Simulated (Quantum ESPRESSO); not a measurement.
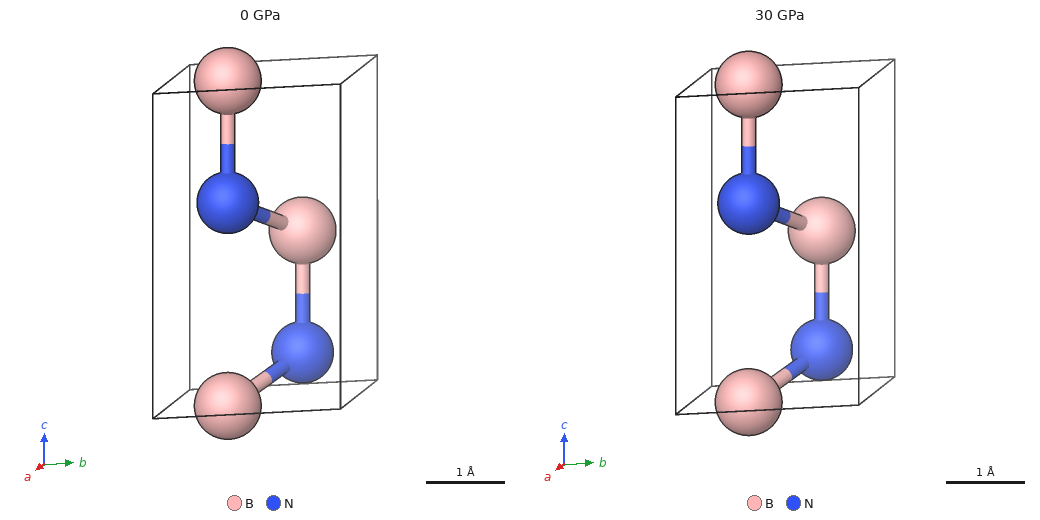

BN, wurtzite, space group P6₃mc (No. 186), relaxed (cell and atoms) under a series of hydrostatic pressures; the conventional cell is drawn at the lowest and the highest, to one scale (sticks follow a distance rule). The start was a structure listed in the Materials Project. Other forms of this composition are known.

Alike in all runs: Quantum ESPRESSO 7.5; functional PBE; potentials SSSP 1.3 efficiency PBE; cutoff 939 eV; k mesh 12 × 12 × 6 on the run's cell of 4 atoms; occupations fermi-dirac, width 0.05 eV; no spin polarisation; no spin-orbit coupling.

```tsv
pressure (GPa)	volume (Å³/atom)	a (Å)	c (Å)	gap (eV)
0.0	5.952	2.552	4.221	5.23
2.0	?	?	?	?
5.0	5.874	2.541	4.203	5.20
10.0	5.801	2.530	4.185	5.18
19.9	5.667	2.511	4.153	5.12
29.9	5.546	2.492	4.124	5.07
```

Q: What equation of state do the given rows imply, and what volume does it predict for the missing row?

A: The fit gives V0 = 5.95 Å³/atom, B0 = 372 GPa and B0′ = 3.7, which puts the volume at 2.0 GPa at 5.92 Å³/atom. The run gave volume 5.920 Å³/atom; a 2.548 Å; c 4.213 Å; gap 5.22 eV.

Q: Which axis yields most up to 30 GPa?

A: The axes shrink nearly alike: a −2.3 %, c −2.3 %, against −6.8 % in volume.

Q: How does the gap move over the whole range?

A: It narrows from 5.23 to 5.07 eV.

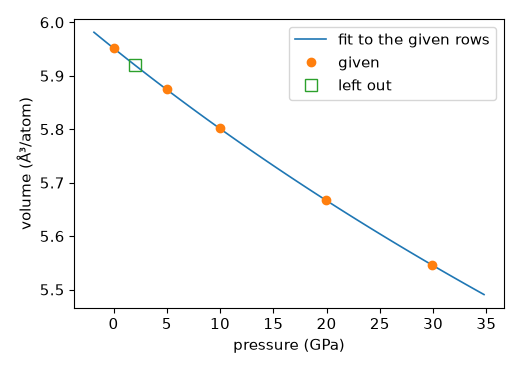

Volume against pressure, with the fit. The structure was kept in its own symmetry, so a change to another phase within this range wouldn't be seen. Gaps are the least found on the k-mesh, which can miss the band edges.
